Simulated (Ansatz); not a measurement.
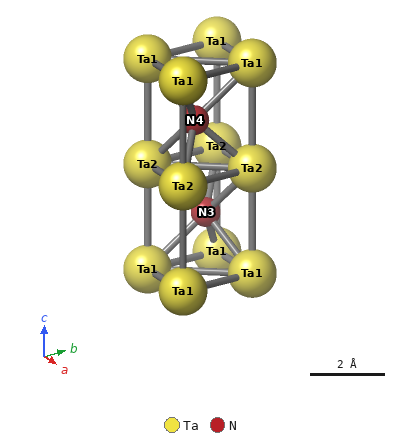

*The structure as given in the input (ball-and-stick view of the cell of the calculation, seen slightly off an axis; atoms are numbered from 1 in the order of the input). An atom can appear more than once, as a periodic image.*

Near neighbours in the periodic cell (some may lie outside the picture): Ta has 6 N at 2.22 Å and 8 Ta at 2.89 to 2.93 Å; N has 6 Ta at 2.22 Å.

## Run report: TaN, geometry relaxation

The run: geometry relaxation of TaN (P6₃/mmc, 4 atoms in the cell). Method and program: DFT PBEsol, scalar-relativistic, plane waves, PAW, no spin polarisation (Ansatz 0.2.0).

The structure derives from an entry of the Crystallography Open Database. Figures and captions count atoms from 1; the log counts them from 0 in places.

## Log
```
Engine: ansatz 0.2.0, x86_64-unknown-linux-gnu
Pseudopotentials: kind: paw
Pseudopotential: Ta, paw, valence charge 13, recommended cutoff 420 eV (normal), Ta.paw.azcp
Pseudopotential: N, paw, valence charge 5, recommended cutoff 420 eV (normal), N.paw.azcp
Functional definition: PBEsol
  exchange = pbesol_x
  correlation = pbesol_c
Crystal: 4 atoms, lattice volume = 42.350 Å³
Basis set: ecut = 420 eV, 799 PW (Γ), exchange–correlation on 40×40×80 points (8 copies of the dense FFT grid, shifted against one another)
Bands: 22, of which v1, the nominal top of the filled ones, is band 18 counted from 1 (17 counted from 0)
Symmetry: 24 space group operations
Space group: P63/mmc (ITA 194), of the structure as read, at distance tolerance 3.5e-5 Å
k-points: 185 of 2592
Non-local potential: Ta, projectors of the file, l = 0: 3, l = 1: 2, l = 2: 2, l = 3: 1
Non-local potential: N, projectors of the file, l = 0: 2, l = 1: 2, l = 2: 1
PAW form: soft (Blöchl's): semilocal exchange-correlation on the pseudo side does not see the compensation charge
PAW frozen core: Ta, regenerated for the run's functional, and the local potential with it (the file was generated under x = pbe(κ = 0.804, μ = 0.2195149727645171), c = pbe(β = 0.06672455060314922))
PAW frozen core: N, regenerated for the run's functional, and the local potential with it (the file was generated under x = pbe(κ = 0.804, μ = 0.2195149727645171), c = pbe(β = 0.06672455060314922))
PAW one-centre angular grid: Ta, 590 points (default); XC on 64 Gauss nodes
PAW one-centre angular grid: N, 110 points (default); XC on 64 Gauss nodes
Initial density: superposition of atomic densities (neutral atoms: chi_scale 0, normalization atom), corrected by the library's trained network
Initial wavefunctions: pseudopotential atomic-orbital guess
Functional: x = pbesol(κ = 0.804, μ = 0.12345679012345678), c = pbesol(β = 0.046)
SCF iter   1: F=—  HF=-20374.479649 eV  |F-HF|=—  |Δ(HF+E_count)|=         —  Δρ=1.75e-2  dr2=1.08e-1  ethr=1.77e-3  ⟨swp⟩=5.1  Hψ=18104  notcnv=0
preconditioner: auto → Kerker (q_TF=auto, 2.655 Å⁻¹)  [metal: Δε(μ)=0.006 eV  Ē_g=9.522 eV  σ=0.100 eV  W_gap=0.04  n_scr=10 (ndim 8)  ℏωp=25.5 eV  f_vac=0.000  D(μ)=1.08/eV (n_scr^D=4)]
SCF iter   2: F=—  HF=-20374.454161 eV  |F-HF|=—  |Δ(HF+E_count)|=   2.55e-2  Δρ=4.87e-3  dr2=7.48e-3  ethr=2.99e-4  ⟨swp⟩=2.3  Hψ=6966  notcnv=0  defer=1
SCF iter   3: F=—  HF=-20374.452526 eV  |F-HF|=—  |Δ(HF+E_count)|=   1.64e-3  Δρ=2.56e-3  dr2=2.39e-3  ethr=2.08e-5  ⟨swp⟩=1.0  Hψ=4140  notcnv=0  defer=1
SCF iter   4: F=—  HF=-20374.451770 eV  |F-HF|=—  |Δ(HF+E_count)|=   7.56e-4  Δρ=3.51e-4  dr2=4.97e-5  ethr=6.65e-6  ⟨swp⟩=2.3  Hψ=6141  notcnv=0  defer=1
SCF iter   5: F=—  HF=-20374.451795 eV  |F-HF|=—  |Δ(HF+E_count)|=   2.53e-5  Δρ=9.01e-5  dr2=2.91e-6  ethr=1.38e-7  ⟨swp⟩=2.0  Hψ=5673  notcnv=0  defer=1
SCF iter   6: F=-20374.451795 eV  HF=-20374.451795 eV  |F-HF|=7.53e-9  |Δ(HF+E_count)|=   2.39e-7  Δρ=1.46e-5  dr2=6.74e-8  ethr=2.78e-10  ⟨swp⟩=3.8  Hψ=18508  notcnv=0
SCF 1 converged in 6 iterations: F = -20374.451795 eV  dr2 = 6.74e-8
  greatest PAW one-centre occupation: 1.000 electrons in one spin orbital (limit 2), on the Ta atom at site 1 (counted from 0), in its partial waves of l = 0
relax step   1: F+E_penalty+E_count = -20374.45179457 eV  Δ(F+E_penalty+E_count) = +0.000e0 eV  max|allowed force component| = 6.476e-17 eV/Å  Δτ_max = 0.0000 Å  P = +0.308 GPa  Ω = 42.350 Å³  (6 SCF iters, dr2 threshold 1.00e-7 eV, accepted)
Crystal: 4 atoms, lattice volume = 42.357 Å³
Initial density: handed on by an earlier stage of this run
Initial wavefunctions: those handed on with the density
iter 1 solved again at ethr=6.30e-7 eV; its pass at ethr=3.10e-3 eV (dr2=2.27e-4 eV) is discarded
SCF iter   1: F=—  HF=-20374.451319 eV  |F-HF|=—  |Δ(HF+E_count)|=         —  Δρ=7.88e-4  dr2=3.02e-4  ethr=6.30e-7  ⟨swp⟩=2.8  Hψ=25781  notcnv=0
preconditioner: auto → Kerker (q_TF=auto, 2.655 Å⁻¹)  [metal: Δε(μ)=0.015 eV  Ē_g=9.569 eV  σ=0.100 eV  W_gap=0.09  n_scr=10 (ndim 8)  ℏωp=25.5 eV  f_vac=0.000  D(μ)=1.05/eV (n_scr^D=2)]
SCF iter   2: F=—  HF=-20374.451272 eV  |F-HF|=—  |Δ(HF+E_count)|=   4.69e-5  Δρ=4.49e-4  dr2=1.06e-4  ethr=6.30e-7  ⟨swp⟩=1.7  Hψ=4700  notcnv=0
SCF iter   3: F=—  HF=-20374.451230 eV  |F-HF|=—  |Δ(HF+E_count)|=   4.29e-5  Δρ=1.52e-4  dr2=1.19e-5  ethr=2.93e-7  ⟨swp⟩=2.7  Hψ=6620  notcnv=0
SCF iter   4: F=—  HF=-20374.451226 eV  |F-HF|=—  |Δ(HF+E_count)|=   3.17e-6  Δρ=4.03e-5  dr2=4.58e-7  ethr=3.31e-8  ⟨swp⟩=2.0  Hψ=5641  notcnv=0
SCF iter   5: F=-20374.451226 eV  HF=-20374.451226 eV  |F-HF|=2.56e-8  |Δ(HF+E_count)|=   7.47e-8  Δρ=9.83e-6  dr2=3.48e-8  ethr=1.11e-9  ⟨swp⟩=4.8  Hψ=15275  notcnv=0
SCF 2 converged in 5 iterations: F = -20374.451226 eV  dr2 = 3.48e-8
relax step   2: F+E_penalty+E_count = -20374.45122634 eV  Δ(F+E_penalty+E_count) = +5.682e-4 eV  max|allowed force component| = 1.480e-16 eV/Å  Δτ_max = 0.0000 Å  P = +0.069 GPa  Ω = 42.357 Å³  energy of the carried Pulay correction = -9.557e-6 eV  (5 SCF iters, dr2 threshold 4.00e-7 eV, rejected (line search))
Crystal: 4 atoms, lattice volume = 42.376 Å³
iter 1 solved again at ethr=2.71e-7 eV; its pass at ethr=3.10e-3 eV (dr2=9.75e-5 eV) is discarded
SCF iter   1: F=—  HF=-20374.451914 eV  |F-HF|=—  |Δ(HF+E_count)|=         —  Δρ=5.32e-4  dr2=1.38e-4  ethr=2.71e-7  ⟨swp⟩=2.9  Hψ=25626  notcnv=0
preconditioner: auto → Kerker (q_TF=auto, 2.655 Å⁻¹)  [metal: Δε(μ)=0.020 eV  Ē_g=9.575 eV  σ=0.100 eV  W_gap=0.11  n_scr=10 (ndim 8)  ℏωp=25.5 eV  f_vac=0.000  D(μ)=1.08/eV (n_scr^D=4)]
SCF iter   2: F=—  HF=-20374.451879 eV  |F-HF|=—  |Δ(HF+E_count)|=   3.52e-5  Δρ=3.08e-4  dr2=5.03e-5  ethr=2.71e-7  ⟨swp⟩=1.5  Hψ=4247  notcnv=0
SCF iter   3: F=—  HF=-20374.451889 eV  |F-HF|=—  |Δ(HF+E_count)|=   1.02e-5  Δρ=7.68e-5  dr2=3.02e-6  ethr=1.40e-7  ⟨swp⟩=2.8  Hψ=6960  notcnv=0
SCF iter   4: F=—  HF=-20374.451889 eV  |F-HF|=—  |Δ(HF+E_count)|=   4.06e-7  Δρ=2.69e-5  dr2=2.07e-7  ethr=8.38e-9  ⟨swp⟩=2.0  Hψ=5606  notcnv=0
SCF iter   5: F=—  HF=-20374.451889 eV  |F-HF|=—  |Δ(HF+E_count)|=   3.96e-8  Δρ=6.31e-6  dr2=1.51e-8  ethr=5.75e-10  ⟨swp⟩=2.1  Hψ=5893  notcnv=0
SCF iter   6: F=—  HF=-20374.451889 eV  |F-HF|=—  |Δ(HF+E_count)|=   3.42e-9  Δρ=5.95e-7  dr2=1.11e-10  ethr=4.19e-11  ⟨swp⟩=2.0  Hψ=5722  notcnv=0
SCF iter   7: F=-20374.451889 eV  HF=-20374.451889 eV  |F-HF|=1.46e-11  |Δ(HF+E_count)|=  1.09e-11  Δρ=1.15e-7  dr2=5.36e-12  ethr=1.00e-12  ⟨swp⟩=4.1  Hψ=14172  notcnv=0
SCF 3 converged in 7 iterations: F = -20374.451889 eV  dr2 = 5.36e-12
relax step   3: F+E_penalty+E_count = -20374.45188880 eV  Δ(F+E_penalty+E_count) = -9.423e-5 eV  max|allowed force component| = 2.544e-16 eV/Å  Δτ_max = 0.0000 Å  P = +0.027 GPa  Ω = 42.376 Å³  energy of the carried Pulay correction = -7.629e-5 eV  (7 SCF iters, accepted)
Initial wavefunctions: pseudopotential atomic-orbital guess (no wavefunctions were taken with the density)
iter 1 solved again at ethr=2.28e-8 eV; its pass at ethr=3.10e-3 eV (dr2=8.22e-6 eV) is discarded
SCF iter   1: F=—  HF=-20374.451957 eV  |F-HF|=—  |Δ(HF+E_count)|=         —  Δρ=8.15e-6  dr2=3.67e-9  ethr=2.28e-8  ⟨swp⟩=3.5  Hψ=30478  notcnv=0
preconditioner: auto → Kerker (q_TF=auto, 2.655 Å⁻¹)  [metal: Δε(μ)=0.017 eV  Ē_g=9.574 eV  σ=0.100 eV  W_gap=0.10  n_scr=10 (ndim 8)  ℏωp=25.5 eV  f_vac=0.000  D(μ)=1.08/eV (n_scr^D=2)]
SCF iter   2: F=—  HF=-20374.451988 eV  |F-HF|=—  |Δ(HF+E_count)|=   3.10e-5  Δρ=3.99e-6  dr2=6.78e-10  ethr=1.02e-11  ⟨swp⟩=3.0  Hψ=8207  notcnv=0
SCF iter   3: F=—  HF=-20374.451988 eV  |F-HF|=—  |Δ(HF+E_count)|=   1.51e-9  Δρ=1.16e-6  dr2=6.40e-11  ethr=1.88e-12  ⟨swp⟩=2.1  Hψ=4782  notcnv=0
SCF iter   4: F=-20374.451988 eV  HF=-20374.451988 eV  |F-HF|=3.64e-12  |Δ(HF+E_count)|=  1.31e-10  Δρ=9.17e-8  dr2=1.26e-12  ethr=1.00e-12  ⟨swp⟩=4.5  Hψ=14195  notcnv=0
SCF 4 converged in 4 iterations: F = -20374.451988 eV  dr2 = 1.26e-12
relax step   4: F+E_penalty+E_count = -20374.45198787 eV  Δ(F+E_penalty+E_count) = -9.907e-5 eV  max|allowed force component| = 3.053e-16 eV/Å  Δτ_max = 0.0000 Å  P = +0.030 GPa  Ω = 42.376 Å³  stress off target by 3.50e-2 GPa  SCF on the basis re-selected at this cell (its energy is not comparable with the rows above)  (4 SCF iters)
```

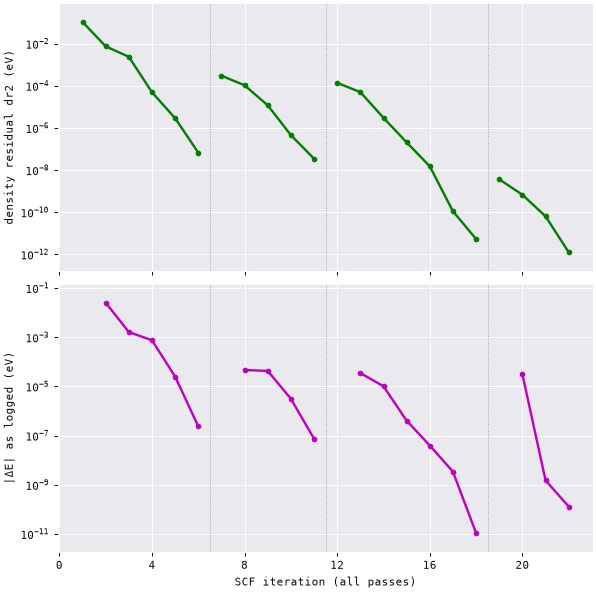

*Convergence of the self-consistent field: density residual dr2 and size of the energy change against the SCF iteration. The dotted lines part the SCF passes of the relaxation: geometry steps, rejected trials and re-solves on a re-selected basis.*

The passes take 6, 5, 7 and 4 iterations.

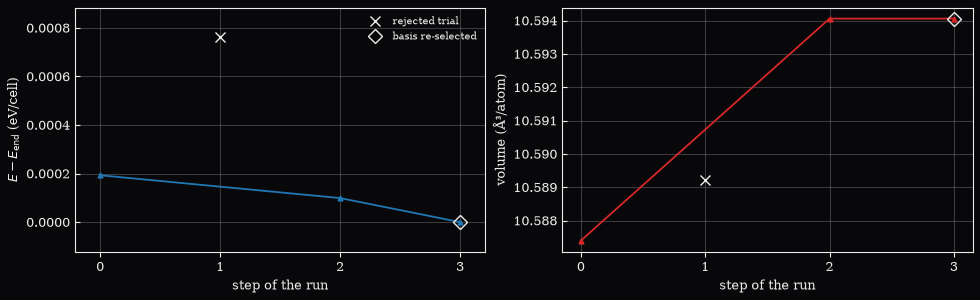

*Progress of the relaxation, step by step (the first geometry is step 0 here and step 1 in the log).*

The atoms keep their places relative to the cell (all moves are under 0.005 Å). The volume changes by +0.1 %, with a = b 2.890 → 2.889 Å (0.0 %), c 5.854 → 5.861 Å (+0.1 %). The space group stays P6_3/mmc (No. 194). After 2 geometry steps the energy has fallen by 0.1 meV per cell of the calculation. All forces vanish by symmetry, so only the cell relaxes. Pressure: 0.31 GPa at the start and 0.03 GPa at the end. The line search rejected the trial step at point 1 (counted from 0) and went back. A last SCF at the same geometry on a re-selected plane-wave basis shifts the energy by −0.1 meV per cell of the calculation. (Atoms are counted from 1 in the order of the input.)

```
basis re-selected at this cell: Δ(F+E_penalty+E_count) = -9.907e-5 eV, ΔP = +0.003 GPa vs the last step (what re-selecting the basis moved, of the pressure what is left beyond the Pulay correction that the steps carried, after the strain that the cell walked since its last selection, with what the two solves' SCF thresholds leave and, on support functions, any second-order correction that the steps lacked; it is no measure of the basis error at this ecutwfc). This SCF's stress stands 3.50e-2 GPa from its target on what of the cell is left free (relax.cell.stress_tol is 5.00e-2 GPa) and its largest allowed force component is 3.05e-16 eV/Å (relax.f_tol is 5.00e-3 eV/Å): within both
SCF converged after 4 iterations
Free energy (F): -20374.451988 eV
Harris-Foulkes:  -20374.451988 eV  (|F-HF|=3.64e-12)
Internal energy: -20374.446610 eV  (E = F + TS)
E sigma→0 (E₀):  -20374.449299 eV
Entropy (-TS):   -0.005378 eV (-1.344 meV/atom)
Fermi energy:    20.463355 eV
--- Per-component energies (eV) ---
  E_band       = -93.355437
  E_kinetic    = 1000.676351
  E_local      = -1180.717962  (includes V_loc(G=0)·N_el)
  E_nonlocal   = 126.235246
  E_hartree    = 397.497037
  E_xc         = -556.434393
  E_vxc        = -564.172875  (∫ρ·V_xc dr)
  E_paw        = -16791.112332  (= ΣΔE_a)
  E_vpaw       = -270.370682  (= ΣTr[D̂ρ^β])
  E_aug_tail   = 0.000404  (compensation charges beyond the density's cutoff)
  E_ewald      = -3371.074452
  E_core_change = 0.483491  (= ΣΔE_core)
  E_smearing   = -0.005378  (= −TS)
  E_closure    = 0.000000  (closes the sum)
  Σ components = -20374.451988   (vs F -20374.451988, Δ=0.00e0)
--- Forces (eV/Å), atoms counted from 1 ---
  atom   1  Ta     0.00000000    -0.00000000    -0.00000000
  atom   2  Ta     0.00000000    -0.00000000     0.00000000
  atom   3  N      0.00000000    -0.00000000     0.00000000
  atom   4  N      0.00000000     0.00000000     0.00000000
  max |Σ_I F_I| component: 3.70e-17 eV/Å
--- Stress (GPa, compression-positive) ---
        0.027369       0.000000       0.000000
        0.000000       0.027369       0.000000
        0.000000       0.000000       0.034977
  P = ⅓ Tr σ = 0.0299 GPa (0.299 kbar)
--- Band table (eV; the first three rows and the last of 185) ---
  k-point 0: bands = ["-47.8578", "-47.8156", "-15.0522", "-14.2102", "-13.9273", "-13.9273", "-13.8591", "-13.8591", "2.7754", "5.3240", "11.0431", "15.5288", "15.5288", "16.0303", "16.9410", "18.4775", "18.4775", "20.2184", "20.2184", "21.0374", "21.0374", "22.8937"]
  k-point 1: bands = ["-47.8562", "-47.8173", "-15.0223", "-14.2447", "-13.9248", "-13.9248", "-13.8617", "-13.8617", "2.8552", "5.1920", "11.2198", "15.5935", "15.5935", "15.6077", "17.3328", "18.1876", "18.1876", "20.5061", "20.5061", "21.0839", "21.0839", "22.5783"]
  k-point 2: bands = ["-47.8517", "-47.8219", "-14.9363", "-14.3416", "-13.9174", "-13.9174", "-13.8692", "-13.8692", "3.0864", "4.8450", "11.7015", "14.8635", "15.7855", "15.7855", "17.6237", "17.6237", "18.0195", "21.0239", "21.0239", "21.2116", "21.2116", "21.7886"]
  k-point 184: bands = ["-47.7301", "-47.7301", "-14.7183", "-14.7183", "-14.7014", "-14.7014", "-14.3671", "-14.3671", "5.2317", "5.2317", "13.1166", "13.1166", "14.6185", "14.6185", "14.6833", "14.6833", "20.0324", "20.0324", "23.2732", "23.2732", "23.7185", "23.7185"]
--- Relaxed structure (3 steps of the walk, 2 accepted, 1 SCFs on fresh bases) ---
  F+E_penalty+E_count = -20374.45198787 eV   max|allowed force component| = 3.053e-16 eV/Å   (the final SCF, on the basis selected at the relaxed cell)
  cell:  # Å, volume = 42.3762 Å³
    - [2.8894657381844278, 0.0, 0.0]
    - [-1.4447328690922139, 2.50235073263247, 0.0]
    - [0.0, 0.0, 5.86079581459443]
  atoms:
    - { symbol: Ta, position: [-2.8573990833714147e-35, -1.2823540690114948e-35, 0.0] }
    - { symbol: Ta, position: [-2.863906219311319e-35, -1.2823540690114948e-35, 0.5] }
    - { symbol: N, position: [0.3333333333333333, 0.6666666666666666, 0.25] }
    - { symbol: N, position: [0.6666666666666666, 0.3333333333333333, 0.7500000000000001] }
```

## Trajectory as extended XYZ (Å, eV, eV/Å), 4 frames, from step=1 to step=4
```
4
Lattice="2.8904 0.0000 0.0000 -1.4452 2.5031 0.0000 0.0000 0.0000 5.8535" Properties=species:S:1:pos:R:3:forces:R:3 step=1 energy=-20374.45180 pressure_GPa=0.31
Ta    0.0000    0.0000    0.0000    0.0000   0.0000   0.0000
Ta    0.0000    0.0000    2.9268    0.0000   0.0000   0.0000
N     0.0000    1.6687    1.4634    0.0000   0.0000   0.0000
N     1.4452    0.8344    4.3901    0.0000   0.0000   0.0000
4
Lattice="2.8856 0.0000 0.0000 -1.4428 2.4990 0.0000 0.0000 0.0000 5.8738" Properties=species:S:1:pos:R:3:forces:R:3 step=2 energy=-20374.45123 pressure_GPa=0.07 accepted=F
Ta    0.0000    0.0000    0.0000    0.0000   0.0000   0.0000
Ta    0.0000    0.0000    2.9369    0.0000   0.0000   0.0000
N     0.0000    1.6660    1.4684    0.0000   0.0000   0.0000
N     1.4428    0.8330    4.4053    0.0000   0.0000   0.0000
4
Lattice="2.8895 0.0000 0.0000 -1.4447 2.5024 0.0000 0.0000 0.0000 5.8608" Properties=species:S:1:pos:R:3:forces:R:3 step=3 energy=-20374.45189 pressure_GPa=0.03
Ta    0.0000    0.0000    0.0000    0.0000   0.0000   0.0000
Ta    0.0000    0.0000    2.9304    0.0000   0.0000   0.0000
N     0.0000    1.6682    1.4652    0.0000   0.0000   0.0000
N     1.4447    0.8341    4.3956    0.0000   0.0000   0.0000
4
Lattice="2.8895 0.0000 0.0000 -1.4447 2.5024 0.0000 0.0000 0.0000 5.8608" Properties=species:S:1:pos:R:3:forces:R:3 step=4 energy=-20374.45199 pressure_GPa=0.03
Ta    0.0000    0.0000    0.0000    0.0000   0.0000   0.0000
Ta    0.0000    0.0000    2.9304    0.0000   0.0000   0.0000
N     0.0000    1.6682    1.4652    0.0000   0.0000   0.0000
N     1.4447    0.8341    4.3956    0.0000   0.0000   0.0000
```

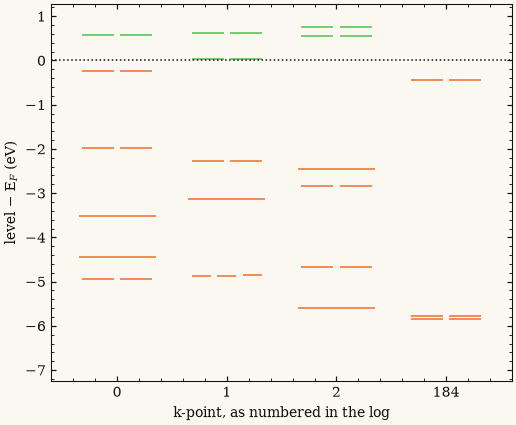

*Kohn–Sham levels near the Fermi level (dotted) at the few k-points that the log prints; levels within 0.02 eV of each other stand side by side.*

The system is metallic on the full mesh.

The run was set up as follows.

## The input
```yaml
crystal:
  lattice:
    - [2.8903514214, 0.0, 0.0]
    - [-1.4451757107, 2.5031177568, 0.0]
    - [0.0, 0.0, 5.8535234369]
  atoms:
    - { symbol: Ta, position: [0.0, 0.0, 0.0] }
    - { symbol: Ta, position: [0.0, 0.0, 0.5] }
    - { symbol: "N", position: [0.3333333333, 0.6666666667, 0.25] }
    - { symbol: "N", position: [0.6666666667, 0.3333333333, 0.75] }
basis:
  ecutwfc: 420
kpoints:
  mp_grid: { grid: [18, 18, 8] }
hamiltonian:
  xc: pbesol
scf:
  occupations: { method: gaussian, width: 0.1 }
output:
  forces: true
  stress: true
  eigenvalues: true
relax:
  adjacent_minimum: "off"
  f_tol: 0.005
  max_steps: 80
  cell: { stress_tol: 0.05 }
```

Run as:
```bash
ansatz run input.yaml --threads 4 --pin off --max-ram 10240MiB --backend cpu --events-out ev --progress --plain --runs-dir out
```

## Results in brief

- outcome: converged
- space group (tolerance 0.01 Å): P6₃/mmc (194)
- electrons treated: 36
- free energy: −20374.4520 eV
- Fermi energy: 20.463 eV
- gap on the k-point mesh: none (metallic)
- pressure: 0.03 GPa
- final volume: 42.38 Å³
- largest force (length of the vector) at the end: under 0.001 eV/Å
- final cell: a = 2.889 Å, b = 2.889 Å, c = 5.861 Å, α = 90.00°, β = 90.00°, γ = 120.00°
- hardware: 4 threads of Intel Xeon @ 2.50GHz (Skylake/Cascade Lake), 192 GiB of memory available, shared host
- wall time: 17 s (CPU time 60 s)
- peak memory: 0.53 GiB

## Remarks

Spin–orbit coupling is left out, which matters for Ta.
